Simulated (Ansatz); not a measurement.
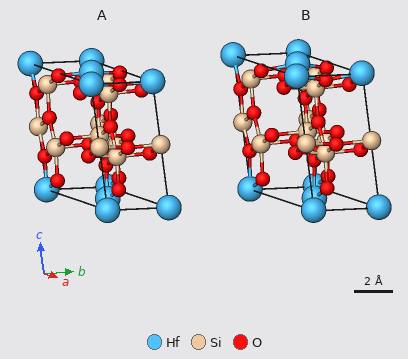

Two geometries of a crystal of HfSi₃O₈ (built on the anatase host type), drawn at one scale. One is the start of a relaxation, the other its converged end. The picture is a ball-and-stick view of the conventional cell (2 times the calculation's cell), seen slightly off an axis. Lengths and directions refer to the drawn axes.

Computed with DFT, PBE, plane waves, PAW (Ansatz 0.2.0). Set-up: plane-wave cutoff 420 eV; k-point mesh 8 × 8 × 4; occupations fermi dirac; smearing width 0.02 eV; no spin polarisation; cell and atoms relaxed; force threshold 0.005 eV/Å.

Which geometry has the lower energy?

Structure B is the relaxed one. The largest move relative to the cell is that of an O atom, 0.33 Å along [−3 0 −2]. By element the largest moves are O 0.33 Å, Si 0.15 Å, Hf 0.09 Å. Cell: a 9.402 → 9.799 Å (+4.2 %), b 3.442 → 3.666 Å (+6.5 %), c 6.884 → 7.300 Å (+6.0 %), β 111.5° → 110.9°. Volume +18.2 %. Among the contacts that change: Hf–O 1.813 → 2.137 Å, Hf–Si 2.783 → 3.095 Å, Hf–O 1.761 → 2.042 Å, Hf–O 1.813 → 2.093 Å. Among the angles between lasting bonds that change: O–Hf–O 155.4° → 140.4°, Hf–O–Hf 155.4° → 140.4°, O–Si–O 155.4° → 169.5°. The space group stays Cm (No. 8). The energy falls by 646 meV per atom in 13 accepted moves (16 points after the start). Largest force component: 12 eV/Å at the start, 0.0011 eV/Å at the end. The pressure goes from 72.18 to 0.00 GPa. The SCF was repeated 3 times at an unchanged geometry on a basis and grid sized afresh for the cell, which shifted the energy by 18.6 meV per atom at most. The run took 49 s on 1 × NVIDIA H100 80GB HBM3 with 2 threads of AMD EPYC 7R13 Processor (Zen 3), with other jobs on the host, peak memory 1.3 GiB.
